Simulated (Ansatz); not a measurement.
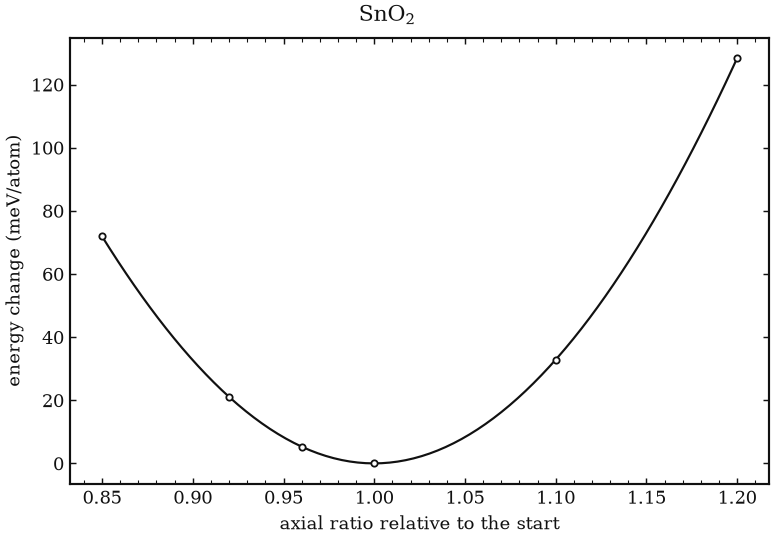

The picture above shows the energy change against relative axial ratio for SnO₂, space group R-3m (No. 166).

Structure:
```yaml
crystal:
  lattice:
    - [1.60482, 0.92654, 4.35495]
    - [-1.60482, 0.92654, 4.35495]
    - [0.00000, -1.85309, 4.35495]
  atoms:
    - { symbol: Sn, position: [0.50000, 0.50000, 0.50000] }
    - { symbol: O, position: [0.24125, 0.24125, 0.24125] }
    - { symbol: O, position: [0.75875, 0.75875, 0.75875] }
```

Method: deformation of a crystal at fixed volume, lengths along the axis scaled against those across it, fractional coordinates fixed, by plane-wave density functional theory with PAW datasets, free energies less that of the undisturbed cell, pressure positive in compression; scalar-relativistic (Ansatz 0.2.0). Level: r2SCAN, no spin polarisation.

```
       setting                              value
   wave cutoff                             500 eV
        k mesh                           12×12×12
   occupations                           Gaussian
smearing width                            0.05 eV
       k shift             (0, 0, 0) (mesh steps)
         start                            relaxed
          path                              axial
axis direction  (0, 0, 1) (Cartesian unit vector)
```

From this curve and the settings, what does the calculation give for the pressure and gap on the k mesh at the same points?

The pressure rises from −10.7 GPa at relative axial ratio 0.85 to 13.3 GPa at 1.20, and changes sign near 1.00. The gap on the k mesh stays open and runs from 1.172 eV at relative axial ratio 0.85 to 3.589 eV at 1.20.

```tsv
axial ratio relative to the start	pressure (GPa)	gap on the k mesh (eV)
0.85	-10.7	1.172
0.92	-5.7	1.788
0.96	-2.8	2.130
1.00	0.0	2.443
1.10	6.9	3.096
1.20	13.3	3.589
```

Keep in mind: shape and atomic fractions are frozen while scaling, which makes layered, chain and framework solids too stiff.
